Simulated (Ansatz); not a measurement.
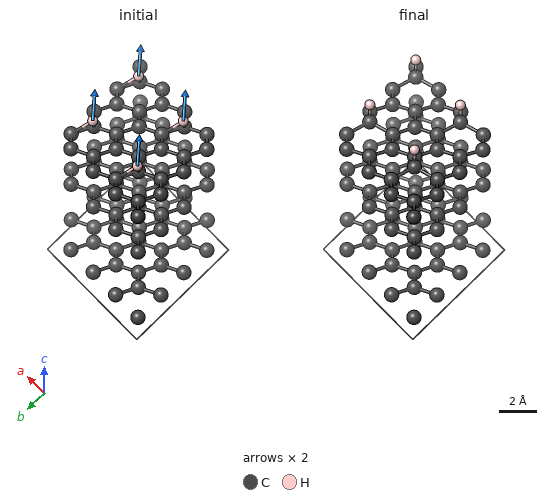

The structure of a slab of composition HC24 (cut from the R-3m phase) before (left) and after (right) a constrained relaxation, at one scale. The blue arrows give the displacements, 2 times their true length.

A ball-and-stick model of the 2 × 2 repeat of the cell, outlined in the plane, without the vacuum (origin shifted), seen from a free direction.

Case: H put near a bridge C-C site. The slab is the (0 0 1) face of C with H on it. 8 atoms are held fixed.

All numbers below come from DFT PBE+D3(BJ), scalar-relativistic, plane waves, PAW (Ansatz).

Input
```yaml
crystal:
  lattice:
    - [4.9300990165, 0.0, 0.0]
    - [-2.4650495082, 4.2695909914, 0.0]
    - [0.0, 0.0, 25.69871234]
  atoms:
    - { symbol: C, position: [0.8333333333, 0.6666666667, 0.3307558716] }
    - { symbol: C, position: [0.8333333333, 0.1666666667, 0.3307558716] }
    - { symbol: C, position: [0.3333333333, 0.6666666667, 0.3307558716] }
    - { symbol: C, position: [0.3333333333, 0.1666666667, 0.3307558716] }
    - { symbol: C, position: [0.6666666667, 0.3333333333, 0.330818521] }
    - { symbol: C, position: [0.6666666667, 0.8333333333, 0.330818521] }
    - { symbol: C, position: [0.1666666667, 0.3333333333, 0.330818521] }
    - { symbol: C, position: [0.1666666667, 0.8333333333, 0.330818521] }
    - { symbol: C, position: [0.1666666667, 0.8333333333, 0.4610562199] }
    - { symbol: C, position: [0.1666666667, 0.3333333333, 0.4610562199] }
    - { symbol: C, position: [0.6666666667, 0.8333333333, 0.4610562199] }
    - { symbol: C, position: [0.6666666667, 0.3333333333, 0.4610562199] }
    - { symbol: C, position: [0.0, 0.5, 0.4611188691] }
    - { symbol: C, position: [0.0, 0.0, 0.4611188691] }
    - { symbol: C, position: [0.5, 0.5, 0.4611188691] }
    - { symbol: C, position: [0.5, 0.0, 0.4611188691] }
    - { symbol: C, position: [0.5, 0.0, 0.5913565681] }
    - { symbol: C, position: [0.5, 0.5, 0.5913565681] }
    - { symbol: C, position: [0.0, 0.0, 0.5913565681] }
    - { symbol: C, position: [0.0, 0.5, 0.5913565681] }
    - { symbol: C, position: [0.3333333333, 0.6666666667, 0.5914192174] }
    - { symbol: C, position: [0.3333333333, 0.1666666667, 0.5914192174] }
    - { symbol: C, position: [0.8333333333, 0.6666666667, 0.5914192174] }
    - { symbol: C, position: [0.8333333333, 0.1666666667, 0.5914192174] }
    - { symbol: H, position: [0.2662688942, 0.2581975065, 0.62410568], spin: 1.0 }
basis:
  ecutwfc: 420
kpoints:
  mp_grid: { grid: [6, 6, 1] }
hamiltonian:
  xc: pbe
  dispersion: d3bj
scf:
  occupations: { method: gaussian, width: 0.05 }
output:
  forces: true
  eigenvalues: true
  populations: true
  write_density: true
  write_potential: true
  elf: true
  volumetric_format: npy
magnetization:
  spin_polarized: true
relax:
  adjacent_minimum: "off"
  f_tol: 0.02
  max_steps: 70
  constraints: [{ sites: [0, 1, 2, 3, 4, 5, 6, 7] }]
efield:
  axis: 3
  dipole_correction: true
  ramp_width: 0.04
```

Run as
```bash
ansatz run input.yaml --threads 4 --pin off --max-ram 10240MiB --backend cpu --events-out ev --progress --plain --runs-dir out
```

> Summarise the run.

H25 moves most: 0.89 Å at 45° to the normal (+c side). Largest moves by element: H 0.89 Å, C 0.34 Å. The lattice vectors keep their values. Near-neighbour distances that change, for instance: C18–H25 1.443 → 2.058 Å, C17–C22 1.423 → 1.486 Å, C22–H25 1.081 → 1.129 Å, C17–C21 1.423 → 1.406 Å. Among the angles between lasting bonds that change: C18–C22–H25 68.9° → 102.9°, C19–C22–H25 74.7° → 102.9°, C17–C22–H25 128.9° → 102.9°. The energy falls by 1.894 eV per cell of the calculation in 7 geometry steps. Largest force component: 4.4 eV/Å at the start, 0.0087 eV/Å at the end. The program noted that the starting moments weren't kept.

Limits of the set-up: the periodic images lie only 4.9 Å apart, so the values are limited by the cell's size.
